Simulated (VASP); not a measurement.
# Lattice of AgCl across functionals and dispersion corrections

Aim: relax AgCl with several functionals and dispersion schemes, and compare the cells. The levels: LDA, PBE, r2SCAN, PBE + D3(BJ), r2SCAN + rVV10, PBE + TS, vdW-DF-cx and SCAN. LASPH is on for some levels and off for others; the table marks which. The start is a computed cell from the Materials Project.

Calculated with VASP 6.6.1; LDA; plane waves and PAW (Ag, Cl), in the first sound run; inputs show where later runs differ.

### 1. Starting point

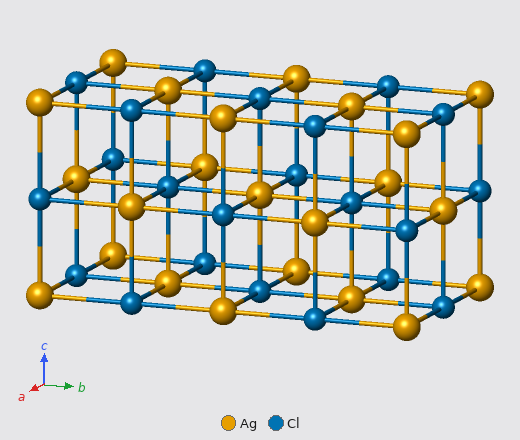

Start, viewed slightly off an axis; silver orange, chlorine blue. 1×2×1 cells are drawn. This picture shows the conventional cell, with its axes. Some periodic images of atoms are drawn too.

### 2. Relaxation with LDA

The start need not lie at this functional's minimum. ISIF = 3 frees volume, shape and positions, and EDIFFG sets the threshold on forces and stress at which the search stops. LDA, the lowest rung, knows the local density alone.

INCAR

```
SYSTEM = AgCl
PREC = Accurate
ENCUT = 520
EDIFF = 1E-06
NELM = 100
ISMEAR = -1
SIGMA = 0.05
LREAL = .FALSE.
ALGO = Normal
GGA = CA
NBANDS = 15
LORBIT = 11
LWAVE = .FALSE.
LCHARG = .FALSE.
KPAR = 2
IBRION = 2
NSW = 60
ISIF = 3
EDIFFG = -0.01
```

POSCAR

```
AgCl
1.0
    0.0000000000      2.7726629968      2.7726629968
    2.7726629968      0.0000000000      2.7726629968
    2.7726629968      2.7726629968      0.0000000000
Ag Cl
1 1
Direct
    0.0000000000      0.0000000000      0.0000000000
    0.5000000000      0.5000000000      0.5000000000
```

KPOINTS

```
Automatic mesh
0
Gamma
7 7 7
0 0 0
```

Potentials, in the order of the species: Ag and Cl (PBE family, release 64).

On the command line:

```
> mpirun -np 2 vasp_std
```

Numbers of over 12 decimals in the logs are rounded to 6 here.

The log of the run:

```text
[banner, memory and clock lines left out]
running    2 mpi-ranks, on    1 nodes
 distrk:  each k-point on    1 cores,    2 groups
 distr:  one band on    1 cores,    1 groups

 POSCAR found type information on POSCAR AgCl
 POSCAR found :  2 types and       2 ions
|                                                                             |
|               ----> ADVICE to this user running VASP <----                  |
|                                                                             |
|     You enforced a specific xc type in the INCAR file but a different       |
|     [... a line on the potential file left out ...]
|     I HOPE YOU KNOW WHAT YOU ARE DOING!                                     |
|                                                                             |

 LDA part: xc-table for (Slater(with rela. corr.)+CA(PZ))
 , standard interpolation
 POSCAR, INCAR and KPOINTS ok, starting setup
 FFT: planning ... GRIDC
 FFT: planning ... GRID_SOFT
 FFT: planning ... GRID
 WAVECAR not read
 entering main loop
       N       E                     dE             d eps       ncg     rms          rms(c)
DAV:   1     0.104967570431E+03    0.10497E+03   -0.87505E+03   608   0.109E+03
DAV:   2    -0.288294587601E+01   -0.10785E+03   -0.98252E+02   726   0.230E+02
DAV:   3    -0.693546518320E+01   -0.40525E+01   -0.40426E+01   726   0.488E+01
DAV:   4    -0.696440515036E+01   -0.28940E-01   -0.28938E-01   761   0.445E+00
DAV:   5    -0.696480078202E+01   -0.39563E-03   -0.39562E-03   803   0.521E-01    0.677E+00
DAV:   6    -0.677416642677E+01    0.19063E+00   -0.44736E-01   748   0.891E+00    0.417E+00
DAV:   7    -0.677256987277E+01    0.15966E-02   -0.65395E-02   691   0.179E+00    0.198E+00
DAV:   8    -0.677035687418E+01    0.22130E-02   -0.43209E-03   768   0.672E-01    0.341E-01
DAV:   9    -0.677021734444E+01    0.13953E-03   -0.33752E-04   768   0.291E-01    0.657E-02
DAV:  10    -0.677022933060E+01   -0.11986E-04   -0.65314E-05   698   0.583E-02    0.157E-02
DAV:  11    -0.677022870793E+01    0.62266E-06   -0.15631E-06   658   0.158E-02
   1 F= -.67702287E+01 E0= -.67702157E+01  d E =-.677023E+01
 curvature:   0.00 expect dE= 0.000E+00 dE for cont linesearch  0.000E+00
 trial: gam= 0.00000 g(F)=  0.106E-62 g(S)=  0.156E+00 ort = 0.000E+00 (trialstep = 0.100E+01)
 search vector abs. value=  0.156E+00
 bond charge predicted
       N       E                     dE             d eps       ncg     rms          rms(c)
DAV:   1    -0.912039333290E+01   -0.23502E+01   -0.35552E+01   600   0.596E+01    0.112E+01
DAV:   2    -0.696409394053E+01    0.21563E+01   -0.69497E+00   600   0.270E+01    0.261E+00
DAV:   3    -0.686149253916E+01    0.10260E+00   -0.20851E-01   698   0.399E+00    0.148E+00
DAV:   4    -0.685167189089E+01    0.98206E-02   -0.32820E-02   726   0.139E+00    0.826E-01
DAV:   5    -0.684976652792E+01    0.19054E-02   -0.20078E-03   684   0.382E-01    0.290E-01
DAV:   6    -0.684959563235E+01    0.17090E-03   -0.46425E-04   705   0.157E-01    0.501E-02
DAV:   7    -0.684959424908E+01    0.13833E-05   -0.73212E-06   663   0.205E-02    0.292E-02
DAV:   8    -0.684959600437E+01   -0.17553E-05   -0.77623E-07   573   0.987E-03    0.282E-03
DAV:   9    -0.684959599869E+01    0.56814E-08   -0.30459E-07   356   0.480E-03
   2 F= -.68495960E+01 E0= -.68495868E+01  d E =-.793673E-01
 trial-energy change:   -0.079367  1 .order   -0.073317   -0.155891    0.009256
 step:   0.9537(harm=  0.9440)  dis= 0.00000  next Energy=    -6.849810 (dE=-0.796E-01)
 bond charge predicted
       N       E                     dE             d eps       ncg     rms          rms(c)
DAV:   1    -0.685451802335E+01   -0.49220E-02   -0.78156E-02   628   0.284E+00    0.455E-01
DAV:   2    -0.685011675804E+01    0.44013E-02   -0.11144E-02   628   0.122E+00    0.152E-01
DAV:   3    -0.684984608913E+01    0.27067E-03   -0.71206E-04   719   0.200E-01    0.991E-02
DAV:   4    -0.684982325299E+01    0.22836E-04   -0.28695E-05   754   0.431E-02    0.382E-02
DAV:   5    -0.684982074794E+01    0.25051E-05   -0.39271E-06   662   0.318E-02    0.472E-03
DAV:   6    -0.684982067834E+01    0.69595E-07   -0.16996E-06   379   0.160E-02
   3 F= -.68498207E+01 E0= -.68498112E+01  d E =-.795920E-01
 curvature:  -0.46 expect dE=-0.172E-05 dE for cont linesearch -0.172E-05
 trial: gam= 0.00000 g(F)=  0.574E-61 g(S)=  0.375E-05 ort =-0.765E-03 (trialstep = 0.991E+00)
 search vector abs. value=  0.375E-05
 reached required accuracy - stopping structural energy minimisation
```

Wall time 16 s (2 MPI ranks of AMD EPYC 7R43, shared host); peak memory 0.25 GiB; 30 s of CPU time.

The logs omit lines about the potential files and the build; timing stands in the text.

OUTCAR, selected parts (step 2):

```text
ion  position               nearest neighbor table
   1  0.000  0.000  0.000-   2 2.77   2 2.77   2 2.77   2 2.77   2 2.77   2 2.77
   2  0.500  0.500  0.500-   1 2.77   1 2.77   1 2.77   1 2.77   1 2.77   1 2.77

  LATTYP: Found a face centered cubic cell.
 ALAT       =     5.5453259936

 Subroutine GETGRP returns: Found 48 space group operations
 (whereof 48 operations were pure point group operations)

The static configuration has the point symmetry O_h .

 Found     20 irreducible k-points:

   k-points           NKPTS =     20   k-points in BZ     NKDIM =     20   number of bands    NBANDS=     15

   dimension x,y,z NGX =    30 NGY =   30 NGZ =   30
   dimension x,y,z NGXF=    60 NGYF=   60 NGZF=   60

   ENCUT  =  520.0 eV  38.22 Ry    6.18 a.u.   7.29  7.29  7.29*2*pi/ulx,y,z

   NELECT =      18.0000    total number of electrons

 k-points in reciprocal lattice and weights: Automatic mesh
   0.00000000  0.00000000  0.00000000       0.003
   0.14285714  0.00000000  0.00000000       0.023
   0.28571429  0.00000000  0.00000000       0.023
   0.42857143  0.00000000  0.00000000       0.023
   0.14285714  0.14285714  0.00000000       0.017
   0.28571429  0.14285714  0.00000000       0.070
   0.42857143  0.14285714  0.00000000       0.070
  -0.42857143  0.14285714  0.00000000       0.070
  -0.28571429  0.14285714  0.00000000       0.070
[...]
-0.42857143  0.42857143  0.14285714       0.070
  -0.28571429  0.42857143  0.14285714       0.070

 average (electrostatic) potential at core
       1 -72.1528       2 -90.8027

 E-fermi :   5.2929

 k-point     1 :       0.0000    0.0000    0.0000
  band No.  band energies     occupation
    ...
      5       1.9833      2.00000
      6       1.9833      2.00000
      7       2.1747      2.00000
      8       2.1747      2.00000
      9       2.1747      2.00000
     10       5.5715      0.00759
     11      15.6593      0.00000
     12      15.6593      0.00000
     13      15.6593      0.00000
     14      16.7885      0.00000
    ...

 k-point     2 :       0.1429    0.0000    0.0000
  band No.  band energies     occupation
    ...
      5       2.0264      2.00000
      6       2.0264      2.00000
      7       2.3366      2.00000
      8       3.1648      2.00000
      9       3.1648      2.00000
     10       6.5713      0.00000
     11      13.8928      0.00000
     12      15.1684      0.00000
     13      15.1684      0.00000
     14      16.9717      0.00000
    ...

 k-point     3 :       0.2857    0.0000    0.0000
  band No.  band energies     occupation
    ...
      5       2.2289      2.00000
      6       2.2289      2.00000
      7       2.5527      2.00000
      8       4.1753      2.00000
      9       4.1753      2.00000
     10       8.0921      0.00000
     11      12.1861      0.00000
     12      13.4986      0.00000
     13      13.4986      0.00000
     14      17.3927      0.00000
    ...

  Total        0.0071984      0.0071984      0.0071984     -0.0000000      0.0000000     -0.0000000
  in kB        0.2998974      0.2998974      0.2998974     -0.0000000      0.0000000     -0.0000000
  external PRESSURE =       0.2998974 kB  Pullay stress =       0.0000000 kB

  energy-cutoff  :      520.00
  volume of cell :       38.46
      direct lattice vectors                 reciprocal lattice vectors
     0.000000000  2.679048590  2.679048590    -0.186633420  0.186633420  0.186633420
     2.679048590  0.000000000  2.679048590     0.186633420 -0.186633420  0.186633420
     2.679048590  2.679048590 -0.000000000     0.186633420  0.186633420 -0.186633420

 POSITION                                       TOTAL-FORCE (eV/Angst)
 -----------------------------------------------------------------------------------
      0.00000      0.00000      0.00000        -0.000000      0.000000      0.000000
      2.67905      2.67905      2.67905         0.000000      0.000000     -0.000000
 -----------------------------------------------------------------------------------
    total drift:                               -0.000000      0.000000      0.000000

  FREE ENERGIE OF THE ION-ELECTRON SYSTEM (eV)
  ---------------------------------------------------
  free  energy   TOTEN  =        -6.8498206783 eV

  energy  without entropy=       -6.8498017221  energy(sigma->0) =       -6.84981120

 reached required accuracy - stopping structural energy minimisation

 total charge
# of ion       s       p       d       tot
------------------------------------------
    1        0.235   0.185   9.358   9.778
    2        1.589   3.424   0.000   5.013
--------------------------------------------------
tot          1.824   3.609   9.358  14.791

[... 3 further parts left out ...]
```

CONTCAR:

```
AgCl
   1.00000000000000
     0.0000000000000000    2.6790485901950940    2.6790485901950940
     2.6790485901950940    0.0000000000000000    2.6790485901950940
     2.6790485901950940    2.6790485901950940   -0.0000000000000000
  Ag              Cl
     1     1
Direct
     0.0000000000000000    0.0000000000000000    0.0000000000000000
     0.5000000000000000    0.5000000000000000    0.5000000000000000
```

The gap is read on the k-mesh alone, so it is an upper bound where the band edges lie off the mesh. The PAW data sets were made with PBE, though LDA sets exist; this is a small mismatch. After so large a change of volume the plane waves of the start cell no longer fit, so the final stress carries a basis-set error. The run keeps the 48 symmetry operations of its start, so it cannot find a distortion of lower symmetry.

The steps of the relaxation:

```csv
step,energy less that of the first step (eV),largest force (eV/Å),pressure (GPa),volume (Å³)
1,0.0000,0.0000,-5.52,42.63
2,-0.0794,0.0000,0.36,38.26
3,-0.0796,0.0000,0.03,38.46
```

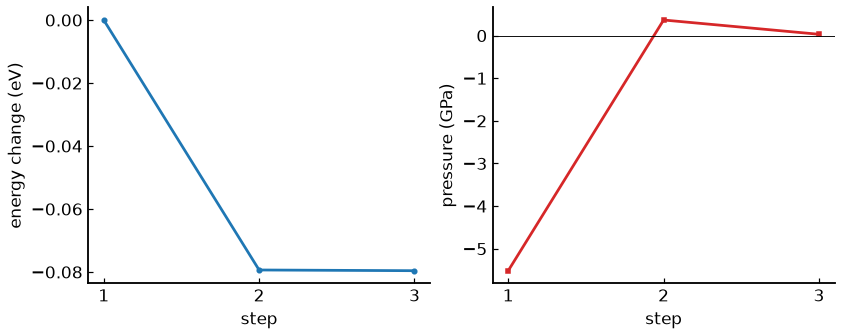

Energy and pressure along the relaxation.

```csv
"conventional cell, symmetrised",before,after,change
a (Å),5.545,5.358,-3.4 %
b (Å),5.545,5.358,-3.4 %
c (Å),5.545,5.358,-3.4 %
volume (Å³/atom),21.32,19.23,-9.8 %
```

Final coordinates:

```
Ag Cl
1.0
     0.00000    2.67905    2.67905
     2.67905    0.00000    2.67905
     2.67905    2.67905    0.00000
Ag Cl
1 1
Cartesian
  0.0000 0.0000 0.0000
  2.6790 2.6790 2.6790
```

This step gave:

```yaml
electrons: 18
bands: 15
irreducible_k_points: 20
symmetry_operations: 48
free_energy_toten: -6.850 eV
fermi_energy: 5.293 eV
pressure: 0.02999 GPa
metallic: no
valence_top_at_k: 0.4286, 0, 0
conduction_bottom_at_k: 0, 0, 0
least_direct_gap_at_k: 0, 0, 0
scf_cycles_over_all_ionic_steps: 26
gap_on_the_k_mesh: 0.7331 eV
least_direct_gap_on_the_k_mesh: 3.397 eV
```

It ends with forces that vanish by symmetry and a pressure of 0.03 GPa. The conventional cell has a = 5.358 Å.

### 3. Relaxation with PBE

This step: PBE; plane waves and PAW (Ag, Cl) (VASP 6.6.1).

PBE, the usual starting point, adds the gradient of the density.

INCAR, as its differences from that of step 2:

```diff
@@ -9,3 +9,3 @@
 ALGO = Normal
-GGA = CA
+GGA = PE
 NBANDS = 15
```

POSCAR is that of step 2.

KPOINTS is that of step 2.

On the command line:

```
> mpirun -np 2 vasp_std
```

The log of the run:

```text
[banner, memory and clock lines left out]
running    2 mpi-ranks, on    1 nodes
 distrk:  each k-point on    1 cores,    2 groups
 distr:  one band on    1 cores,    1 groups

 POSCAR found type information on POSCAR AgCl
 POSCAR found :  2 types and       2 ions
 LDA part: xc-table for (Slater+PW92), standard interpolation
 POSCAR, INCAR and KPOINTS ok, starting setup
 FFT: planning ... GRIDC
 FFT: planning ... GRID_SOFT
 FFT: planning ... GRID
 WAVECAR not read
 entering main loop
       N       E                     dE             d eps       ncg     rms          rms(c)
DAV:   1     0.107341609197E+03    0.10734E+03   -0.87983E+03   608   0.109E+03
DAV:   2    -0.148452572227E+01   -0.10883E+03   -0.99598E+02   719   0.233E+02
DAV:   3    -0.554768222355E+01   -0.40632E+01   -0.40524E+01   754   0.488E+01
DAV:   4    -0.557689252397E+01   -0.29210E-01   -0.29208E-01   747   0.446E+00
DAV:   5    -0.557730277801E+01   -0.41025E-03   -0.41022E-03   782   0.532E-01    0.617E+00
DAV:   6    -0.539841102843E+01    0.17889E+00   -0.26525E-01   741   0.684E+00    0.398E+00
DAV:   7    -0.539456256366E+01    0.38485E-02   -0.98689E-02   705   0.221E+00    0.198E+00
DAV:   8    -0.539389019161E+01    0.67237E-03   -0.47594E-03   719   0.750E-01    0.303E-01
DAV:   9    -0.539396455206E+01   -0.74360E-04   -0.52133E-04   740   0.300E-01    0.398E-02
DAV:  10    -0.539403069254E+01   -0.66140E-04   -0.97699E-05   740   0.908E-02    0.320E-02
DAV:  11    -0.539403429745E+01   -0.36049E-05   -0.41051E-06   747   0.151E-02    0.303E-03
DAV:  12    -0.539403438832E+01   -0.90866E-07   -0.36227E-07   489   0.597E-03
   1 F= -.53940344E+01 E0= -.53940333E+01  d E =-.539403E+01
 curvature:   0.00 expect dE= 0.000E+00 dE for cont linesearch  0.000E+00
 trial: gam= 0.00000 g(F)=  0.176E-60 g(S)=  0.115E-01 ort = 0.000E+00 (trialstep = 0.100E+01)
 search vector abs. value=  0.115E-01
 bond charge predicted
       N       E                     dE             d eps       ncg     rms          rms(c)
DAV:   1    -0.554702274499E+01   -0.15299E+00   -0.25449E+00   600   0.160E+01    0.265E+00
DAV:   2    -0.541086853886E+01    0.13615E+00   -0.32096E-01   614   0.662E+00    0.841E-01
DAV:   3    -0.540109686843E+01    0.97717E-02   -0.28748E-02   705   0.140E+00    0.620E-01
DAV:   4    -0.540043084702E+01    0.66602E-03   -0.10499E-03   698   0.320E-01    0.166E-01
DAV:   5    -0.540037026354E+01    0.60583E-04   -0.31595E-04   698   0.257E-01    0.250E-02
DAV:   6    -0.540035896906E+01    0.11294E-04   -0.55576E-05   684   0.917E-02    0.109E-02
DAV:   7    -0.540035986588E+01   -0.89682E-06   -0.21431E-06   629   0.211E-02
   2 F= -.54003599E+01 E0= -.54003588E+01  d E =-.632548E-02
 trial-energy change:   -0.006325  1 .order   -0.006446   -0.011549   -0.001342
 step:   1.1430(harm=  1.1315)  dis= 0.00000  next Energy=    -5.400456 (dE=-0.642E-02)
 bond charge predicted
       N       E                     dE             d eps       ncg     rms          rms(c)
DAV:   1    -0.540346140973E+01   -0.31024E-02   -0.51613E-02   614   0.227E+00    0.375E-01
DAV:   2    -0.540066264812E+01    0.27988E-02   -0.68743E-03   614   0.936E-01    0.113E-01
DAV:   3    -0.540047257867E+01    0.19007E-03   -0.54669E-04   705   0.183E-01    0.818E-02
DAV:   4    -0.540045361829E+01    0.18960E-04   -0.18237E-05   698   0.385E-02    0.253E-02
DAV:   5    -0.540044911622E+01    0.45021E-05   -0.35527E-06   697   0.274E-02    0.337E-03
DAV:   6    -0.540044897922E+01    0.13700E-06   -0.90610E-07   335   0.110E-02
   3 F= -.54004490E+01 E0= -.54004479E+01  d E =-.641459E-02
 curvature:  -0.56 expect dE=-0.582E-07 dE for cont linesearch -0.582E-07
 trial: gam=-0.00299 g(F)=  0.371E-62 g(S)=  0.104E-06 ort = 0.346E-04 (trialstep = 0.103E+01)
 search vector abs. value=  0.101E-09
 reached required accuracy - stopping structural energy minimisation
```

Run time: 15 s. Hardware: 2 MPI ranks; peak memory 0.28 GiB.

From OUTCAR (step 3):

```text
The static configuration has the point symmetry O_h .

 Found     20 irreducible k-points:

   NELECT =      18.0000    total number of electrons

 E-fermi :   3.9307

 k-point     1 :       0.0000    0.0000    0.0000
  band No.  band energies     occupation
    ...
      5       1.1404      2.00000
      6       1.1404      2.00000
      7       1.2243      2.00000
      8       1.2243      2.00000
      9       1.2243      2.00000
     10       4.3333      0.00064
     11      14.2820      0.00000
     12      14.2820      0.00000
     13      14.2820      0.00000
     14      15.8453      0.00000
    ...

 k-point     2 :       0.1429    0.0000    0.0000
  band No.  band energies     occupation
    ...
      5       1.1637      2.00000
      6       1.1637      2.00000
      7       1.3889      2.00000
      8       2.0500      2.00000
      9       2.0500      2.00000
     10       5.1981      0.00000
     11      12.6622      0.00000
     12      13.7728      0.00000
     13      13.7728      0.00000
     14      15.3557      0.00000
    ...

  Total        0.0011968      0.0011968      0.0011968      0.0000000      0.0000000      0.0000000
  in kB        0.0435233      0.0435233      0.0435233      0.0000000      0.0000000      0.0000000
  external PRESSURE =       0.0435233 kB  Pullay stress =       0.0000000 kB

  energy-cutoff  :      520.00
  volume of cell :       44.05
      direct lattice vectors                 reciprocal lattice vectors
    -0.000000000  2.803203227  2.803203227    -0.178367375  0.178367375  0.178367375
     2.803203227 -0.000000000  2.803203227     0.178367375 -0.178367375  0.178367375
     2.803203227  2.803203227 -0.000000000     0.178367375  0.178367375 -0.178367375

 POSITION                                       TOTAL-FORCE (eV/Angst)
 -----------------------------------------------------------------------------------
     -0.00000      0.00000      0.00000        -0.000000      0.000000     -0.000000
      2.80320      2.80320      2.80320         0.000000     -0.000000      0.000000
 -----------------------------------------------------------------------------------
    total drift:                               -0.000000      0.000000      0.000000

  FREE ENERGIE OF THE ION-ELECTRON SYSTEM (eV)
  ---------------------------------------------------
  free  energy   TOTEN  =        -5.4004489792 eV

  energy  without entropy=       -5.4004469150  energy(sigma->0) =       -5.40044795

 total charge
# of ion       s       p       d       tot
------------------------------------------
    1        0.190   0.128   9.372   9.691
    2        1.603   3.470   0.000   5.073
--------------------------------------------------
tot          1.793   3.599   9.372  14.764

[... 8 parts as in an earlier step ...]

[... 5 further parts left out ...]
```

The steps of the relaxation:

| step | energy less that of the first step (eV) | largest force (eV/Å) | pressure (GPa) | volume (Å³) |
| --- | --- | --- | --- | --- |
| 1 | 0.0000 | 0.0000 | 1.50 | 42.63 |
| 2 | -0.0063 | 0.0000 | 0.17 | 43.87 |
| 3 | -0.0064 | 0.0000 | 0.00 | 44.05 |

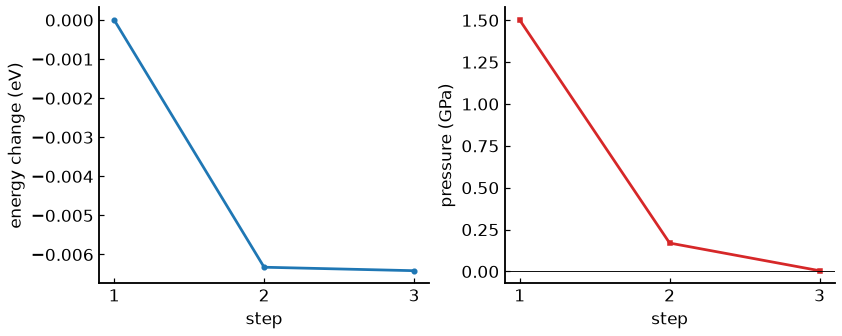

Energy and pressure along the relaxation.

```csv
"conventional cell, symmetrised",before,after,change
a (Å),5.545,5.606,+1.1 %
b (Å),5.545,5.606,+1.1 %
c (Å),5.545,5.606,+1.1 %
volume (Å³/atom),21.32,22.03,+3.3 %
```

The relaxed structure:

```xyz
2
Lattice="0.0000 2.8032 2.8032 2.8032 0.0000 2.8032 2.8032 2.8032 0.0000" Properties=species:S:1:pos:R:3 pbc="T T T"
Ag    0.0000    0.0000    0.0000
Cl    2.8032    2.8032    2.8032
```

Numbers from this step:

| Quantity | Value |
| --- | --- |
| free energy (TOTEN) | -5.400 eV |
| Fermi energy | 3.931 eV |
| pressure | 0.004352 GPa |
| SCF cycles over all ionic steps | 25 |
| gap on the k-mesh | 0.9889 eV |
| least direct gap on the k-mesh | 3.109 eV |

It ends at 22.03 Å³/atom, +3.3 % from the start, with 0.00 GPa left. The conventional cell has a = 5.606 Å.

[end of part 1 of 3]

[Lines on the potential files, build, host, timing and source positions are cut from VASP's logs without a mark.]

[Logs are printed without paths, hosts, clocks, repeated set-up lines and the standing remarks that a program may print on its own settings, such as how far it seeks lower states.]

[Hosts, paths, dates, database ids (printed as entryN), source tags and the programs' standing remarks are cut or masked in the printed files.]

[A measured line is paired with the nearest computed mode of its activity, which favours agreement.]
